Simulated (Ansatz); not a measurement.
# Geometry relaxation, with input and output: Zn$_{7}$S$_{8}$ (charge −2) (part 2 of 2)

Zn$_{7}$S$_{8}$ (defect cell, 15 atoms in the cell, total charge −2); DFT r2SCAN, scalar-relativistic, plane waves, PAW, no spin polarisation (Ansatz 0.2.0); cutoff 500 eV, 2×2×2 k-mesh, Gaussian smearing of 0.02 eV. The structure derives from a Materials Project entry. It belongs to a series of runs on one base structure; here: Zn on a Zn site beside a Zn vacancy, charge -2, atoms relaxed.

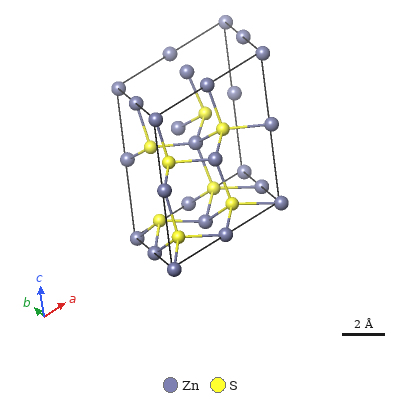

Figure 1. The geometry at step 3 of the log (ball-and-stick view of the cell of the calculation, seen slightly off an axis).

Output, continued
```
  k-point 0: bands = ["-8.7117", "-7.8291", "-7.8291", "-7.8291", "-7.4973", "-7.1449", "-7.1449", "-7.1449", "-1.8444", "-1.8444", "-1.8444", "-1.8088", "-1.8088", "-1.6730", "-1.6234", "-1.6234", "-1.5966", "-1.5966", "-1.5966", "-1.5944", "-1.5944", "-1.5944", "-1.3654", "-1.3654", "-1.3578", "-1.3578", "-1.3578", "-1.2524", "-1.2524", "-1.2524", "-1.1877", "-1.1877", "-1.1877", "-1.1777", "-1.1777", "-1.1448", "-1.1220", "-1.1220", "-1.1220", "-1.0204", "-1.0204", "-1.0204", "-0.9980", "-0.4763", "-0.4763", "-0.4763", "-0.3442", "0.1668", "0.1668", "1.7835", "2.6149", "2.6149", "2.6149", "2.8673", "2.8673", "2.8673", "4.0537", "4.0537", "4.0537", "4.1104", "4.1104", "4.3062", "4.3062", "4.3062", "5.1947", "5.1947", "5.1947", "7.6431", "8.4327", "8.4327", "8.4327", "8.8287", "8.9496", "8.9496", "8.9496", "9.2936", "9.2936", "11.5091", "11.7680", "11.7680", "11.7680", "12.1907"]
  k-point 1: bands = ["-8.4041", "-8.1576", "-7.7960", "-7.7960", "-7.4886", "-7.2403", "-7.2054", "-7.2054", "-1.8866", "-1.8285", "-1.8285", "-1.7604", "-1.7604", "-1.6556", "-1.6328", "-1.6328", "-1.6043", "-1.6043", "-1.5867", "-1.5516", "-1.5516", "-1.5013", "-1.4589", "-1.4549", "-1.4549", "-1.4503", "-1.3731", "-1.3633", "-1.3633", "-1.3238", "-1.3238", "-1.2270", "-1.2270", "-1.2004", "-1.2004", "-1.1819", "-1.1685", "-1.1234", "-1.1234", "-1.0967", "-1.0511", "-1.0511", "-1.0155", "0.1309", "0.1996", "0.1996", "0.4022", "0.4022", "1.4873", "1.9035", "2.1393", "2.2967", "2.2967", "2.6444", "2.6444", "2.6807", "3.1520", "3.1859", "3.1859", "3.4060", "3.7377", "3.7377", "3.7828", "4.3628", "4.3628", "4.9645", "4.9645", "8.7952", "9.0241", "9.4022", "9.4022", "9.5797", "9.8828", "9.8828", "10.5800", "11.1996", "11.2034", "11.2034", "11.4821", "11.4821", "12.1916", "12.2739"]
  k-point 2: bands = ["-8.2190", "-8.1948", "-7.8488", "-7.8488", "-7.5507", "-7.3882", "-7.1484", "-7.1484", "-1.9074", "-1.8160", "-1.8160", "-1.7835", "-1.7295", "-1.6758", "-1.6305", "-1.6050", "-1.6035", "-1.6035", "-1.5645", "-1.5645", "-1.5071", "-1.4803", "-1.4730", "-1.4730", "-1.4490", "-1.4457", "-1.4457", "-1.3899", "-1.3646", "-1.2892", "-1.2705", "-1.2518", "-1.2420", "-1.2420", "-1.2328", "-1.2262", "-1.2248", "-1.1865", "-1.1757", "-1.1517", "-1.1517", "-0.9101", "-0.9101", "0.2521", "0.2755", "0.7695", "0.7695", "0.9360", "1.5847", "2.0042", "2.0043", "2.0043", "2.1535", "2.2179", "2.3279", "2.6654", "2.6654", "2.7782", "3.5742", "3.5742", "3.6113", "3.6843", "3.6843", "3.9634", "4.1028", "4.7131", "4.7131", "9.7224", "9.8224", "9.8433", "9.9108", "10.1734", "10.1734", "10.8176", "10.8439", "10.8439", "10.8886", "11.4616", "11.7390", "12.0975", "12.0975", "12.3328"]
--- Relaxed structure (5 steps of the walk, 5 accepted, 0 SCFs on fresh bases) ---
  F+E_penalty+E_count = -30527.39305435 eV   max|allowed force component| = 2.957e-3 eV/Å
  atoms:
    - { symbol: Zn, position: [0.01169522290916658, -0.01169522290916658, 0.5116952229091666] }
    - { symbol: Zn, position: [0.4883047770908334, -0.01169522290916658, 0.5116952229091666] }
    - { symbol: Zn, position: [0.4883047770908334, 0.5116952229091667, 0.5116952229091666] }
    - { symbol: Zn, position: [0.011695222909166525, -0.011695222909166525, 0.9883047770908335] }
    - { symbol: Zn, position: [0.01169522290916647, 0.5116952229091667, 0.9883047770908335] }
    - { symbol: Zn, position: [0.5000000000000001, -1.1102230246251565e-16, 1.0] }
    - { symbol: Zn, position: [0.4883047770908334, 0.5116952229091665, 0.9883047770908336] }
    - { symbol: S, position: [0.12301265937540853, 0.12566244687486383, 0.12566244687486383] }
    - { symbol: S, position: [0.12104138085763289, 0.6210413808576329, 0.13687585742710157] }
    - { symbol: S, position: [0.625662446874864, 0.12566244687486383, 0.12566244687486383] }
    - { symbol: S, position: [0.6256624468748639, 0.6230126593754084, 0.12566244687486394] }
    - { symbol: S, position: [0.12104138085763289, 0.13687585742710157, 0.6210413808576329] }
    - { symbol: S, position: [0.12104138085763283, 0.6210413808576328, 0.6210413808576328] }
    - { symbol: S, position: [0.6256624468748639, 0.12566244687486394, 0.6230126593754084] }
    - { symbol: S, position: [0.6368758574271016, 0.6210413808576328, 0.6210413808576327] }
```

Trajectory as extended XYZ (Å, eV, eV/Å), 5 frames, from step=1 to step=5
```
15
Lattice="0.0000 5.3884 -5.3884 5.3884 5.3884 0.0000 5.3884 0.0000 -5.3884" Properties=species:S:1:pos:R:3:forces:R:3 step=1 energy=-30526.96949
Zn    2.6942    0.0000   -2.6942    0.0000   0.0000  -1.0342
Zn    2.6942    2.6942   -5.3884    0.0000  -1.0342   0.0000
Zn    5.3884    5.3884   -5.3884    1.0342   0.0000   0.0000
Zn    5.3884    0.0000   -5.3884   -1.0342   0.0000   0.0000
Zn    8.0826    2.6942   -5.3884    0.0000   1.0342   0.0000
Zn    5.3884    2.6942   -8.0826    0.0000   0.0000   0.0000
Zn    8.0826    5.3884   -8.0826    0.0000   0.0000   1.0342
S     1.3471    1.3471   -1.3471    0.0107  -0.0107   0.0107
S     4.0413    4.0413   -1.3471    0.1429  -0.1429  -0.1429
S     1.3471    4.0413   -4.0413    0.0107   0.0107  -0.0107
S     4.0413    6.7355   -4.0413   -0.0107  -0.0107  -0.0107
S     4.0413    1.3471   -4.0413    0.1429   0.1429   0.1429
S     6.7355    4.0413   -4.0413   -0.1429  -0.1429   0.1429
S     4.0413    4.0413   -6.7355   -0.0107   0.0107   0.0107
S     6.7355    6.7355   -6.7355   -0.1429   0.1429  -0.1429
15
Lattice="0.0000 5.3884 -5.3884 5.3884 5.3884 0.0000 5.3884 0.0000 -5.3884" Properties=species:S:1:pos:R:3:forces:R:3 step=2 energy=-30527.30401
Zn    2.6942    0.0000   -2.7645    0.0000   0.0000  -0.5138
Zn    2.6942    2.6239   -5.3884    0.0000  -0.5138   0.0000
Zn    5.4587    5.3884   -5.3884    0.5138   0.0000   0.0000
Zn    5.3181    0.0000   -5.3884   -0.5138   0.0000   0.0000
Zn    8.0826    2.7645   -5.3884    0.0000   0.5138   0.0000
Zn    5.3884    2.6942   -8.0826    0.0000   0.0000   0.0000
Zn    8.0826    5.3884   -8.0123    0.0000   0.0000   0.5138
S     1.3570    1.3372   -1.3372   -0.0654   0.0654  -0.0654
S     4.0874    3.9952   -1.3932   -0.1044   0.1044   0.1044
S     1.3570    4.0512   -4.0512   -0.0654  -0.0654   0.0654
S     4.0314    6.7256   -4.0512    0.0654   0.0654   0.0654
S     4.0874    1.3932   -3.9952   -0.1044  -0.1044  -0.1044
S     6.6894    3.9952   -3.9952    0.1044   0.1044  -0.1044
S     4.0314    4.0512   -6.7256    0.0654  -0.0654  -0.0654
S     6.6894    6.7816   -6.7816    0.1044  -0.1044   0.1044
15
Lattice="0.0000 5.3884 -5.3884 5.3884 5.3884 0.0000 5.3884 0.0000 -5.3884" Properties=species:S:1:pos:R:3:forces:R:3 step=3 energy=-30527.36985
Zn    2.6942    0.0000   -2.8358    0.0000   0.0000   0.1912
Zn    2.6942    2.5526   -5.3884    0.0000   0.1912   0.0000
Zn    5.5300    5.3884   -5.3884   -0.1912   0.0000   0.0000
Zn    5.2468    0.0000   -5.3884    0.1912   0.0000   0.0000
Zn    8.0826    2.8358   -5.3884    0.0000  -0.1912   0.0000
Zn    5.3884    2.6942   -8.0826    0.0000   0.0000   0.0000
Zn    8.0826    5.3884   -7.9410    0.0000   0.0000  -0.1912
S     1.3500    1.3442   -1.3442    0.0559  -0.0559   0.0559
S     4.0697    4.0129   -1.3755    0.1496  -0.1496  -0.1496
S     1.3500    4.0442   -4.0442    0.0559   0.0559  -0.0559
S     4.0384    6.7326   -4.0442   -0.0559  -0.0559  -0.0559
S     4.0697    1.3755   -4.0129    0.1496   0.1496   0.1496
S     6.7071    4.0129   -4.0129   -0.1496  -0.1496   0.1496
S     4.0384    4.0442   -6.7326   -0.0559   0.0559   0.0559
S     6.7071    6.7639   -6.7639   -0.1496   0.1496  -0.1496
15
Lattice="0.0000 5.3884 -5.3884 5.3884 5.3884 0.0000 5.3884 0.0000 -5.3884" Properties=species:S:1:pos:R:3:forces:R:3 step=4 energy=-30527.39305
Zn    2.6942    0.0000   -2.8202    0.0000   0.0000  -0.0007
Zn    2.6942    2.5682   -5.3884    0.0000  -0.0007   0.0000
Zn    5.5144    5.3884   -5.3884    0.0007   0.0000   0.0000
Zn    5.2624    0.0000   -5.3884   -0.0007   0.0000   0.0000
Zn    8.0826    2.8202   -5.3884    0.0000   0.0007   0.0000
Zn    5.3884    2.6942   -8.0826    0.0000   0.0000   0.0000
Zn    8.0826    5.3884   -7.9566    0.0000   0.0000   0.0007
S     1.3542    1.3400   -1.3400   -0.0028   0.0028  -0.0028
S     4.0840    3.9986   -1.3898    0.0029  -0.0029  -0.0029
S     1.3542    4.0484   -4.0484   -0.0028  -0.0028   0.0028
S     4.0342    6.7284   -4.0484    0.0028   0.0028   0.0028
S     4.0840    1.3898   -3.9986    0.0029   0.0029   0.0029
S     6.6928    3.9986   -3.9986   -0.0029  -0.0029   0.0029
S     4.0342    4.0484   -6.7284    0.0028  -0.0028  -0.0028
S     6.6928    6.7782   -6.7782   -0.0029   0.0029  -0.0029
15
Lattice="0.0000 5.3884 -5.3884 5.3884 5.3884 0.0000 5.3884 0.0000 -5.3884" Properties=species:S:1:pos:R:3:forces:R:3 step=5 energy=-30527.39305
Zn    2.6942    0.0000   -2.8202    0.0000   0.0000  -0.0010
Zn    2.6942    2.5682   -5.3884    0.0000  -0.0010   0.0000
Zn    5.5144    5.3884   -5.3884    0.0010   0.0000   0.0000
Zn    5.2624    0.0000   -5.3884   -0.0010   0.0000   0.0000
Zn    8.0826    2.8202   -5.3884    0.0000   0.0010   0.0000
Zn    5.3884    2.6942   -8.0826    0.0000   0.0000   0.0000
Zn    8.0826    5.3884   -7.9566    0.0000   0.0000   0.0010
S     1.3542    1.3400   -1.3400   -0.0028   0.0028  -0.0028
S     4.0840    3.9986   -1.3898    0.0030  -0.0030  -0.0030
S     1.3542    4.0484   -4.0484   -0.0028  -0.0028   0.0028
S     4.0342    6.7284   -4.0484    0.0028   0.0028   0.0028
S     4.0840    1.3898   -3.9986    0.0030   0.0030   0.0030
S     6.6928    3.9986   -3.9986   -0.0030  -0.0030   0.0030
S     4.0342    4.0484   -6.7284    0.0028  -0.0028  -0.0028
S     6.6928    6.7782   -6.7782   -0.0030   0.0030  -0.0030
```

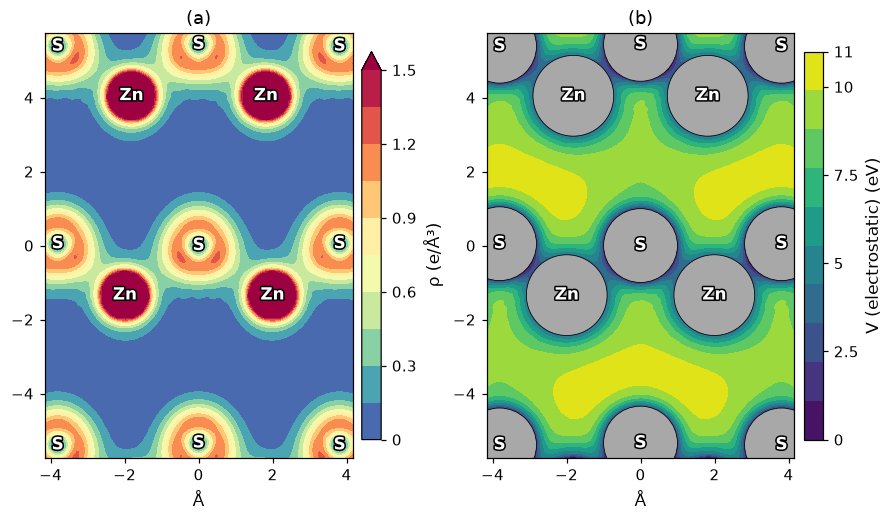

Figure 2. (a) valence pseudo-density; (b) electrostatic potential energy of an electron on the (11̄0) plane of the calculation cell. Grey discs, where drawn, cover atomic cores. Atoms in the plane: Zn and S. Zn–S (2.29 Å): ρ is about 0.57 e/Å³ halfway. Zn–S (2.40 Å): ρ is about 0.46 e/Å³ halfway. Away from the nuclei the density in this plane falls to 0.01 e/Å³ at its lowest. Outside the cores the potential energy rises away from the atoms and is highest about 2.0 Å from the nearest atoms; outside the discs it spans about 10 eV, and its zero is arbitrary. The fields are those of the smooth PAW valence density.

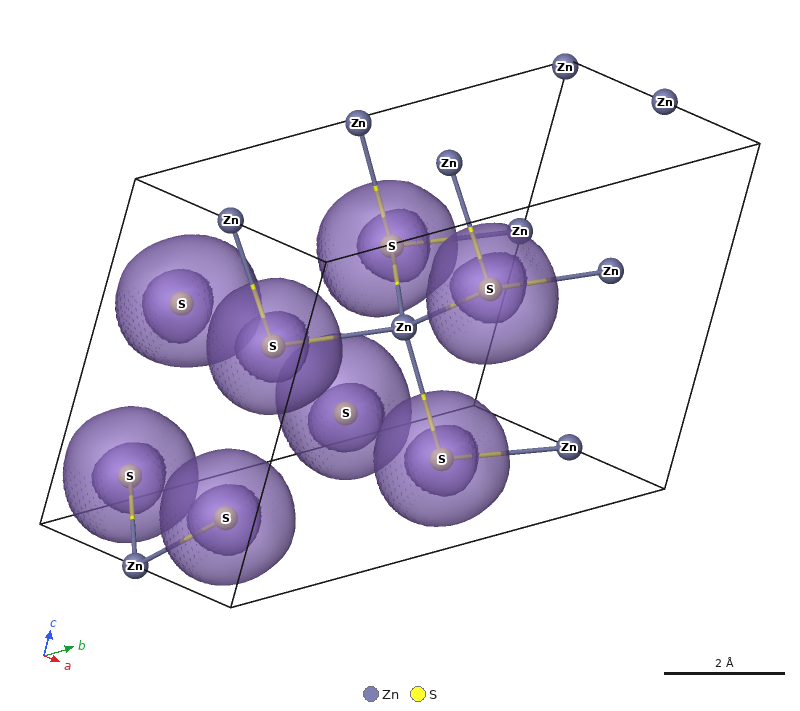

Figure 3. Isosurface of the electron localisation function at 0.75 (purple), seen slightly off an axis. Core shells and regions of very low density are left out. Sticks mark near contacts. The outline is the calculation cell. Along the contacts the grid gives the following. Zn–S (2.29 Å): the ELF is about 0.60 at the midpoint. Zn–S (2.35 Å): the ELF is about 0.60 at the midpoint.

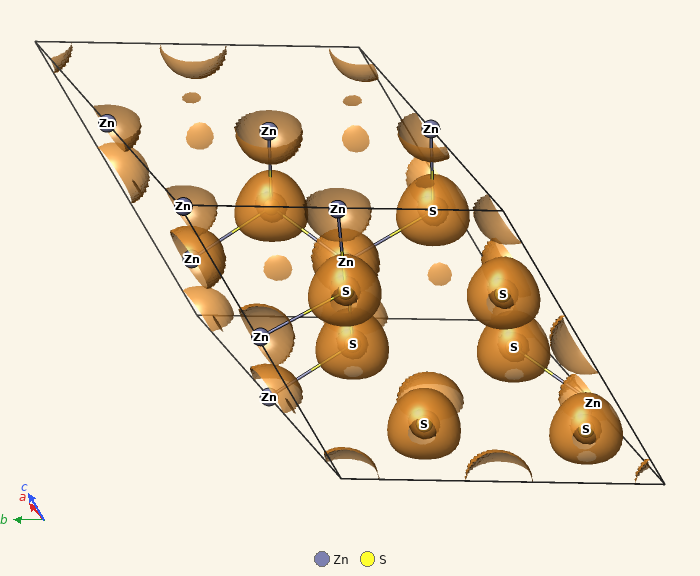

Figure 4. Isosurface of the valence charge density (pseudo) at 0.8 e/Å³ (orange), seen at an oblique angle. Sticks mark near contacts. The outline is the calculation cell. At this value the density breaks into separate islands; it holds about 60 % of the electrons treated as valence. It is pinched off along the Zn–S (2.29 Å), Zn–S (2.35 Å) and Zn–S (2.40 Å) contacts. On the grid the lowest density along these lines, outside the cores, is 0.53 e/Å³ (Zn–S, 2.29 Å), 0.47 e/Å³ (Zn–S, 2.35 Å) and 0.42 e/Å³ (Zn–S, 2.40 Å).

This output came from the following input.

Input
```yaml
crystal:
  lattice:
    - [0.0, 5.3884039933, -5.3884039933]
    - [5.3884039933, 5.3884039933, 0.0]
    - [5.3884039933, 0.0, -5.3884039933]
  atoms:
    - { symbol: Zn, position: [0.0, 0.0, 0.5] }
    - { symbol: Zn, position: [0.5, 0.0, 0.5] }
    - { symbol: Zn, position: [0.5, 0.5, 0.5] }
    - { symbol: Zn, position: [0.0, 0.0, 1.0] }
    - { symbol: Zn, position: [0.0, 0.5, 1.0] }
    - { symbol: Zn, position: [0.5, 0.0, 1.0] }
    - { symbol: Zn, position: [0.5, 0.5, 1.0] }
    - { symbol: S, position: [0.125, 0.125, 0.125] }
    - { symbol: S, position: [0.125, 0.625, 0.125] }
    - { symbol: S, position: [0.625, 0.125, 0.125] }
    - { symbol: S, position: [0.625, 0.625, 0.125] }
    - { symbol: S, position: [0.125, 0.125, 0.625] }
    - { symbol: S, position: [0.125, 0.625, 0.625] }
    - { symbol: S, position: [0.625, 0.125, 0.625] }
    - { symbol: S, position: [0.625, 0.625, 0.625] }
total_charge: -2
basis:
  ecutwfc: 500
  xc_grid: 3
kpoints:
  mp_grid: { grid: [2, 2, 2], shift: [0.0, 0.0, 0.0] }
hamiltonian:
  xc: r2scan
scf:
  occupations: { method: gaussian, width: 0.02 }
output:
  forces: true
  stress: false
  eigenvalues: true
  write_density: true
  write_potential: true
  elf: true
  volumetric_format: npy
relax:
  adjacent_minimum: "off"
  f_tol: 0.02
  max_steps: 60
```

Launched with:
```bash
ansatz run input.yaml --threads 8 --pin off --max-ram 20480MiB --backend cpu --events-out ev --progress --plain --runs-dir out
```

Summary

| quantity | value |
| --- | --- |
| outcome | converged |
| electrons treated | 134 |
| free energy | −30527.3931 eV |
| Fermi energy | 6.419 eV |
| gap on the k-point mesh | 2.45 eV |
| final volume | 312.90 Å³ |
| largest force (length of the vector) at the end | 0.005 eV/Å |
| hardware | 8 threads of Intel Xeon @ 2.10GHz (Emerald Rapids), 189 GiB of memory available, shared host |
| wall time | 71 s (CPU time 2.3 min) |
| peak memory | 1.2 GiB |
